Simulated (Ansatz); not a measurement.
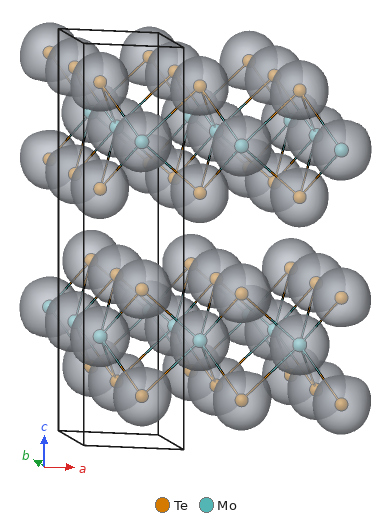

Figure 1: Te$_{2}$Mo. Isosurface of the valence charge density (pseudo) at 0.6 e/Å³ (grey), seen slightly off an axis. Sticks mark near contacts.

Space group P6₃/mmc; computed without spin polarisation.

The calculation used Ansatz 0.2.0, DFT PBE+D3(BJ), scalar-relativistic, plane waves, PAW.

Core electrons are frozen (PAW), and the valence fields are smoothed inside the atomic spheres.

Q: What does this surface tell about the bonding?

A: At this value the density breaks into separate islands; it holds about 70 % of the electrons treated as valence (semicore included). It bridges none of the near contacts. It is pinched off along the shortest Te–Mo (2.72 Å) contacts. On the grid the lowest density along these lines, outside the cores, is 0.45 e/Å³ (Te–Mo, 2.72 Å).
